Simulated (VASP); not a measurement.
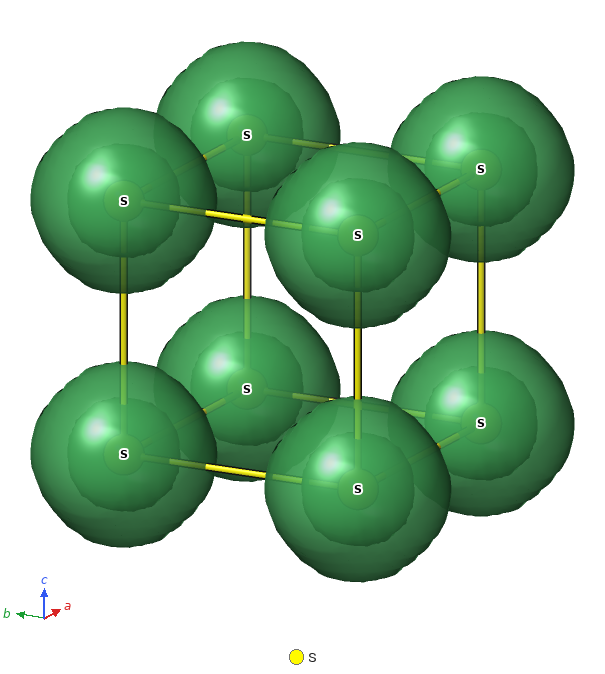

*S. Isosurface of the electron localisation function at 0.8 (green), seen at an oblique angle. Core shells and regions of very low density are left out. Sticks mark near contacts.*

Space group Pm-3m; a generated structure, not necessarily the stable one.

Level of theory: Kohn-Sham DFT of a periodic cell, LDA, VASP PAW LDA potentials, recommended in VASP 6.6.1.

```
S
1.0
     2.53824    0.00000    0.00000
     0.00000    2.53824    0.00000
     0.00000    0.00000    2.53824
S
1
Direct
  0.00000 0.00000 0.00000
```

Question: Describe the localisation domains.

Answer: The ELF exceeds this value in one region wrapped around S (its valence shell), counted in one cell of 1 atoms. Regions shared between cells count once.

Values along the shortest contacts:
S–S (2.54 Å): the ELF peaks at about 0.85 in the valence shell of S, 0.7 Å from its nucleus, and drops to about 0.50 between the two atoms.
